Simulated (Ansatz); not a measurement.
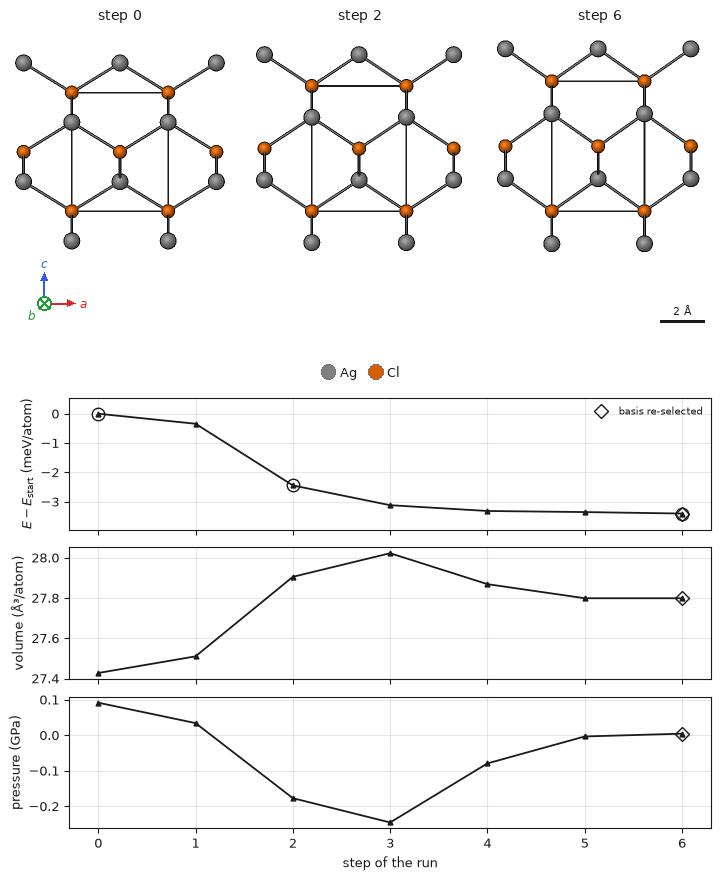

Frames of a relaxation of a crystal of AgCl (a generated structure, set up in I-4m2), marked on the history of the run. A ball-and-stick model of the conventional cell (2 times the calculation's cell), seen along the b axis. Lengths and directions refer to the drawn axes.

Method: DFT PBE, scalar-relativistic, plane waves, PAW (Ansatz).

The input:
```yaml
crystal:
  lattice:
    - [-2.2333800753, 2.2333800753, 2.7493374001]
    - [2.2333800753, -2.2333800753, 2.7493374001]
    - [2.2333800753, 2.2333800753, -2.7493374001]
  atoms:
    - { symbol: Ag, position: [0.25, 0.75, 0.5] }
    - { symbol: Cl, position: [0.0, 0.0, 0.0] }
basis:
  ecutwfc: 420
kpoints:
  mp_grid: { grid: [8, 8, 8] }
hamiltonian:
  xc: pbe
scf:
  occupations: { method: gaussian, width: 0.02 }
output:
  forces: true
  stress: true
  eigenvalues: true
relax:
  adjacent_minimum: "off"
  f_tol: 0.01
  max_steps: 80
  cell: { stress_tol: 0.05 }
```

Command:
```bash
ansatz run input.yaml --threads 1 --pin off --max-ram 2560MiB --backend cpu --events-out ev --progress --plain --runs-dir out
```

Describe the path.

Answer. After 5 accepted moves (6 points after the start) the energy has fallen by 3.4 meV per atom. All forces vanish by symmetry, so only the cell relaxes. The pressure goes from 0.09 to 0.00 GPa. The SCF was repeated once at an unchanged geometry on a basis and grid sized afresh for the cell, which shifted the energy by 0.1 meV per atom at most. No atom moves by more than 0.005 Å relative to the cell. The volume changes by +1.4 %, with a = b 4.467 → 4.296 Å (−3.8 %), c 5.499 → 6.024 Å (+9.5 %). Bond angles that change, for instance: Cl2–Ag1–Cl2 116.8° → 109.9°, Ag1–Cl2–Ag1 116.8° → 109.9°, Cl2–Ag1–Cl2 105.9° → 109.2°. The space group stays I-4m2 (No. 119). From step 0 to 2: volume +1.7 %, energy −2.4 meV per atom. From step 2 to 6: volume −0.4 %, energy −1.0 meV per atom.

```
step  E − E(0), meV/atom  pressure, GPa  volume, Å³/atom                      note
   0                0.00           0.09           27.427                          
   1               -0.34           0.03           27.510                          
   2               -2.44          -0.18           27.905                          
   3               -3.12          -0.25           28.022                          
   4               -3.31          -0.08           27.869                          
   5               -3.35           0.00           27.799                          
   6               -3.40           0.00           27.799  same geometry, new basis
```
